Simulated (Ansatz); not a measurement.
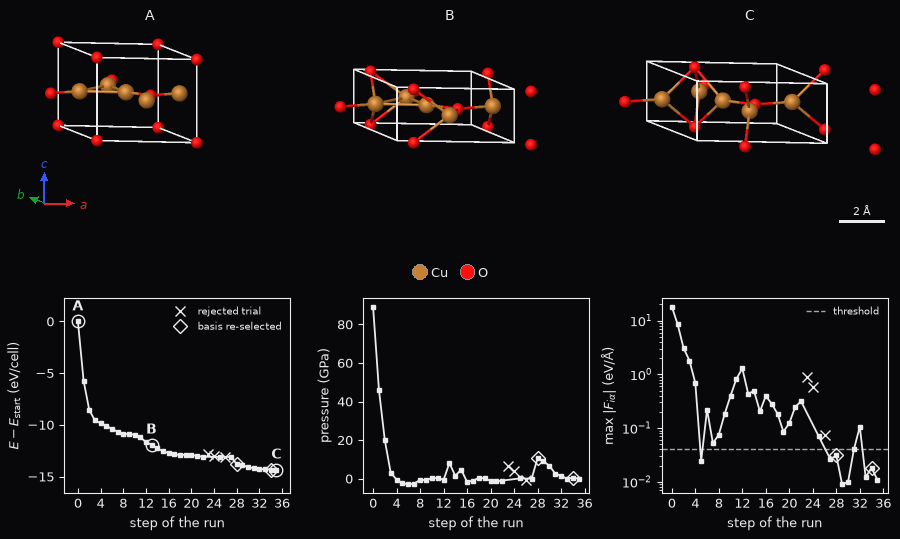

Frames of a relaxation of a crystal of Cu3O2 (a generated structure, set up in P-6m2) (coarse preliminary run), marked on the history of the run. A ball-and-stick model of the cell of the calculation, seen slightly off an axis.

The calculation used DFT PBE, scalar-relativistic, plane waves, PAW (Ansatz 0.2.0).

The input:
```yaml
crystal:
  lattice:
    - [4.53263875, 0.0, 0.0]
    - [-2.26631937, 3.9253803, 0.0]
    - [0.0, 0.0, 3.7941285]
  atoms:
    - { symbol: Cu, position: [0.48796074, 0.51203926, 0.5], spin: 1.0 }
    - { symbol: Cu, position: [0.48796074, 0.97592148, 0.5], spin: -1.0 }
    - { symbol: Cu, position: [0.02407852, 0.51203926, 0.5], spin: -1.0 }
    - { symbol: O, position: [0.0, 0.0, 0.0] }
    - { symbol: O, position: [0.66666667, 0.33333333, 0.5] }
basis:
  ecutwfc: 420
kpoints:
  mp_grid: { grid: [6, 6, 4] }
hamiltonian:
  xc: pbe
scf:
  occupations: { method: gaussian, width: 0.1 }
  lower_state_search: "off"
output:
  forces: true
  stress: true
  eigenvalues: true
  populations: true
magnetization:
  spin_polarized: true
relax:
  adjacent_minimum: "off"
  f_tol: 0.04
  max_steps: 70
  cell: { stress_tol: 0.4 }
```

Run as
```bash
ansatz run input.yaml --threads 1 --pin off --max-ram 2560MiB --backend cpu --events-out ev --progress --plain --runs-dir out
```

Describe the path.

The run was cut off at its time limit before the program reported convergence, but its last step already meets the force threshold: the largest component is 0.011 eV/Å against 0.04 eV/Å. The pressure is within 0.06 GPa of its target. The energy falls by 14.319 eV per cell of the calculation in 30 accepted moves (35 points after the start). The largest force component goes from 18 to 0.011 eV/Å. The pressure goes from 89.25 to 0.06 GPa. The line search rejected the trial steps at points 23, 24, 26 of the run. The SCF was repeated twice at an unchanged geometry on a basis and grid sized afresh for the cell, which shifted the energy by 0.669 eV per cell of the calculation at most. The largest move relative to the cell is that of O4, 2.72 Å along [1 −1 0]. Largest moves by element: O 2.72 Å, Cu 0.69 Å. The drawn cell changes as follows: a = b 4.533 → 5.902 Å (+30.2 %), c 3.794 → 2.719 Å (−28.3 %); the volume changes by +21.6 %. Near-neighbour distances that change, for instance: Cu1–O4 4.275 → 2.095 Å, Cu2–O4 2.957 → 2.094 Å, Cu2–Cu3 2.430 → 3.147 Å, Cu1–Cu2 2.430 → 3.143 Å. New bonds form: Cu1–O4 (4.27 → 2.09 Å), Cu2–O4 (2.96 → 2.09 Å), Cu3–O4 (2.96 → 2.09 Å). Bonds break: Cu1–Cu2 (2.10 → 2.76 Å), Cu1–Cu3 (2.10 → 2.76 Å), Cu2–Cu3 (2.10 → 2.76 Å). The space group (tolerance 0.01 Å) goes from P-6m2 (No. 187) to Amm2 (No. 38). The program noted that the starting moments weren't kept. From step 0 to 13: O4 moves most (0.94 Å), volume −9.7 %, energy −11.905 eV per cell of the calculation. From step 13 to 35: O4 moves most (1.66 Å), volume +34.7 %, energy −2.414 eV per cell of the calculation.

```json
{"step": "0", "E − E(0), meV/atom": "0.00", "largest force component, eV/Å": "18.2086", "pressure, GPa": "89.25", "volume, Å³/atom": "13.501", "note": ""}
{"step": "1", "E − E(0), meV/atom": "-1144.80", "largest force component, eV/Å": "8.5021", "pressure, GPa": "46.13", "volume, Å³/atom": "14.752", "note": ""}
{"step": "2", "E − E(0), meV/atom": "-1711.32", "largest force component, eV/Å": "3.0915", "pressure, GPa": "20.00", "volume, Å³/atom": "15.836", "note": ""}
{"step": "3", "E − E(0), meV/atom": "-1912.27", "largest force component, eV/Å": "1.8055", "pressure, GPa": "3.23", "volume, Å³/atom": "16.553", "note": ""}
{"step": "4", "E − E(0), meV/atom": "-1968.29", "largest force component, eV/Å": "0.6952", "pressure, GPa": "-0.44", "volume, Å³/atom": "16.026", "note": ""}
{"step": "5", "E − E(0), meV/atom": "-2019.67", "largest force component, eV/Å": "0.0246", "pressure, GPa": "-2.28", "volume, Å³/atom": "15.276", "note": ""}
{"step": "6", "E − E(0), meV/atom": "-2076.90", "largest force component, eV/Å": "0.2205", "pressure, GPa": "-2.96", "volume, Å³/atom": "14.481", "note": ""}
{"step": "7", "E − E(0), meV/atom": "-2130.37", "largest force component, eV/Å": "0.0522", "pressure, GPa": "-2.55", "volume, Å³/atom": "13.661", "note": ""}
{"step": "8", "E − E(0), meV/atom": "-2168.77", "largest force component, eV/Å": "0.0755", "pressure, GPa": "-0.56", "volume, Å³/atom": "12.782", "note": ""}
{"step": "9", "E − E(0), meV/atom": "-2176.36", "largest force component, eV/Å": "0.1829", "pressure, GPa": "-0.71", "volume, Å³/atom": "12.644", "note": ""}
{"step": "10", "E − E(0), meV/atom": "-2189.92", "largest force component, eV/Å": "0.4001", "pressure, GPa": "0.31", "volume, Å³/atom": "12.408", "note": ""}
{"step": "11", "E − E(0), meV/atom": "-2233.89", "largest force component, eV/Å": "0.8238", "pressure, GPa": "0.45", "volume, Å³/atom": "12.485", "note": ""}
{"step": "13", "E − E(0), meV/atom": "-2380.97", "largest force component, eV/Å": "0.4365", "pressure, GPa": "8.12", "volume, Å³/atom": "12.188", "note": ""}
{"step": "14", "E − E(0), meV/atom": "-2454.86", "largest force component, eV/Å": "0.4904", "pressure, GPa": "1.48", "volume, Å³/atom": "13.255", "note": ""}
{"step": "15", "E − E(0), meV/atom": "-2506.41", "largest force component, eV/Å": "0.2041", "pressure, GPa": "4.76", "volume, Å³/atom": "13.994", "note": ""}
{"step": "17", "E − E(0), meV/atom": "-2571.24", "largest force component, eV/Å": "0.2843", "pressure, GPa": "-0.98", "volume, Å³/atom": "15.583", "note": ""}
{"step": "18", "E − E(0), meV/atom": "-2576.73", "largest force component, eV/Å": "0.1845", "pressure, GPa": "0.40", "volume, Å³/atom": "15.627", "note": ""}
{"step": "19", "E − E(0), meV/atom": "-2577.84", "largest force component, eV/Å": "0.0855", "pressure, GPa": "0.33", "volume, Å³/atom": "15.680", "note": ""}
{"step": "21", "E − E(0), meV/atom": "-2596.90", "largest force component, eV/Å": "0.2464", "pressure, GPa": "-1.41", "volume, Å³/atom": "15.799", "note": ""}
{"step": "22", "E − E(0), meV/atom": "-2615.03", "largest force component, eV/Å": "0.3154", "pressure, GPa": "-0.96", "volume, Å³/atom": "15.613", "note": ""}
{"step": "23", "E − E(0), meV/atom": "-2570.67", "largest force component, eV/Å": "0.8949", "pressure, GPa": "6.47", "volume, Å³/atom": "14.865", "note": "rejected"}
{"step": "24", "E − E(0), meV/atom": "-2609.06", "largest force component, eV/Å": "0.5814", "pressure, GPa": "3.79", "volume, Å³/atom": "15.058", "note": "rejected"}
{"step": "26", "E − E(0), meV/atom": "-2618.44", "largest force component, eV/Å": "0.0728", "pressure, GPa": "-0.41", "volume, Å³/atom": "15.271", "note": "rejected"}
{"step": "27", "E − E(0), meV/atom": "-2618.93", "largest force component, eV/Å": "0.0263", "pressure, GPa": "0.07", "volume, Å³/atom": "15.353", "note": ""}
{"step": "28", "E − E(0), meV/atom": "-2752.70", "largest force component, eV/Å": "0.0310", "pressure, GPa": "10.54", "volume, Å³/atom": "15.353", "note": "same geometry, new basis"}
{"step": "30", "E − E(0), meV/atom": "-2811.19", "largest force component, eV/Å": "0.0099", "pressure, GPa": "6.82", "volume, Å³/atom": "15.620", "note": ""}
{"step": "31", "E − E(0), meV/atom": "-2840.46", "largest force component, eV/Å": "0.0401", "pressure, GPa": "2.67", "volume, Å³/atom": "16.146", "note": ""}
{"step": "32", "E − E(0), meV/atom": "-2854.15", "largest force component, eV/Å": "0.1061", "pressure, GPa": "1.55", "volume, Å³/atom": "16.057", "note": ""}
{"step": "34", "E − E(0), meV/atom": "-2863.55", "largest force component, eV/Å": "0.0180", "pressure, GPa": "0.52", "volume, Å³/atom": "16.355", "note": "same geometry, new basis"}
{"step": "35", "E − E(0), meV/atom": "-2863.86", "largest force component, eV/Å": "0.0110", "pressure, GPa": "0.06", "volume, Å³/atom": "16.418", "note": ""}
```
